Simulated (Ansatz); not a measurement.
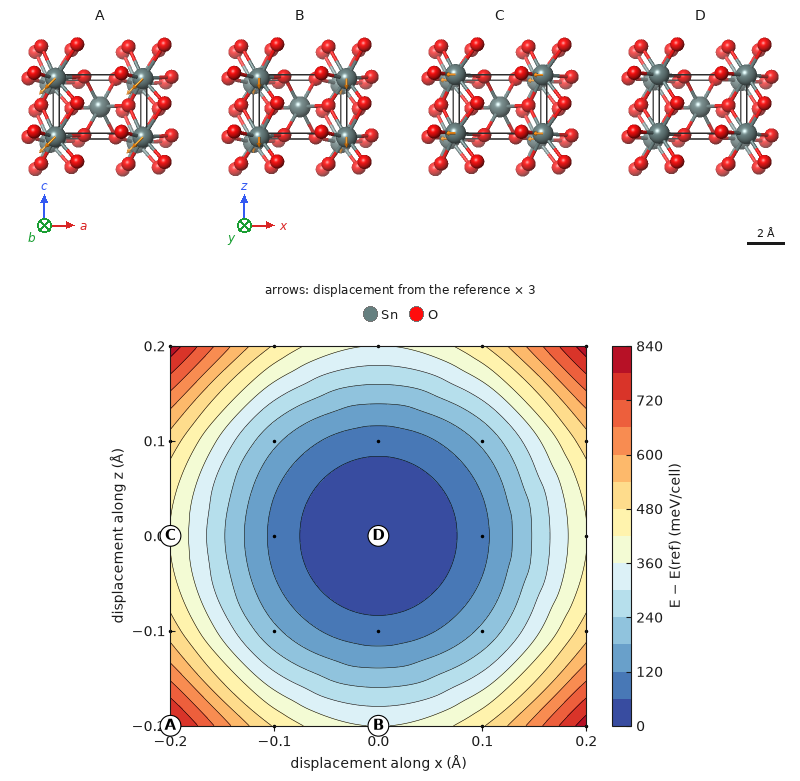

Crystalline SnO2 (P4_2/mnm): a Sn atom (one in each cell of 6 atoms) is moved over the plane of the Cartesian directions x and z, all else fixed. The map is interpolated between the computed points (dots). The lettered frames are marked on it. The picture is a ball-and-stick view of the cell of the calculation, seen nearly along the normal of the scanned plane. Orange arrows: displacements from the reference.

Theory: DFT PBE, scalar-relativistic, plane waves, PAW (Ansatz). (plane-wave cutoff 420 eV; k-point mesh 6 × 6 × 8; occupations gaussian; smearing width 0.05 eV; no spin polarisation). Energies (free energies at the smearing named) are counted from the relaxed crystal.

What does the map show?

Answer. In pairs of (displacement along x (Å); displacement along z (Å)): the lowest computed point lies at (0.00, 0.00) (0 meV/cell), the highest at (−0.20, −0.20), (0.20, 0.20), (0.20, −0.20), (−0.20, 0.20) (816 meV/cell).  Over the ranges scanned the energy rises by about as much along both axes. The frames lie at A (−0.20, −0.20): 816 meV/cell, B (0.00, −0.20): 358 meV/cell, C (−0.20, 0.00): 417 meV/cell, D (0.00, 0.00): 0 meV/cell.
